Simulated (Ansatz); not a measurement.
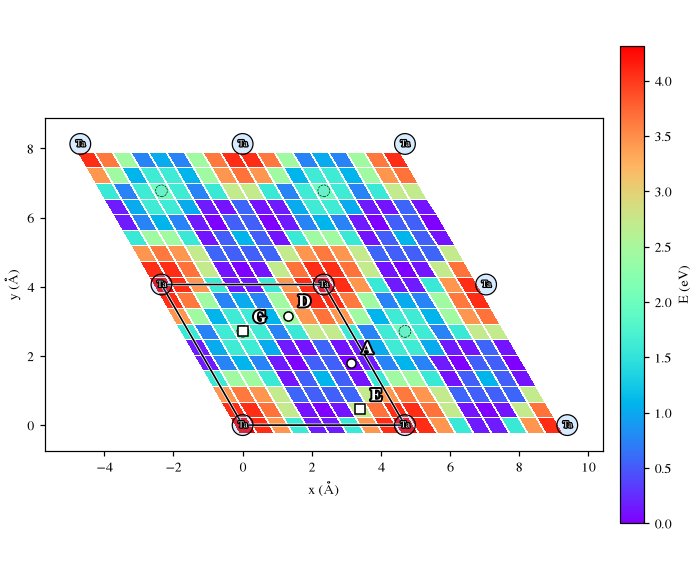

C on a Ta(111) slab cut from the Im-3m phase, its upper half relaxed before the scan (6 atoms of substrate and one adsorbate in a 1 × 1 cell). C is moved over the surface cell; relaxed at each place: the height of the adsorbate's atoms; substrate rigid; the origin of the map has the adsorbate above Ta6. Places are given modulo a cell vector. The map is drawn in real space over the plane of the surface. Grid: 9 × 9 points; 19 points were computed and 62 follow by symmetry. Energies: eV, counted from the lowest grid point. The relaxed height changes by up to 0.9 Å between neighbouring points. With one adsorbate in each 1 × 1 cell, its nearest image is 4.7 Å away, so neighbouring adsorbates interact. These are results of DFT PBE, scalar-relativistic, plane waves, PAW (Ansatz 0.2.0), not measurements. Settings: cutoff 420 eV, k-mesh 6×6×1, gaussian smearing 0.1 eV, no spin polarisation.

Drawn: one coloured cell a grid point, labelled circles for the atoms of the top layer and small ones for the second layer, the outline of one cell of the 2 × 2 shown, lettered points.

> Rank the lettered points by energy, lowest first.

A (0.00 eV), G (2.00 eV), D (2.43 eV), E (2.72 eV).

PAW datasets: the set soft_1.
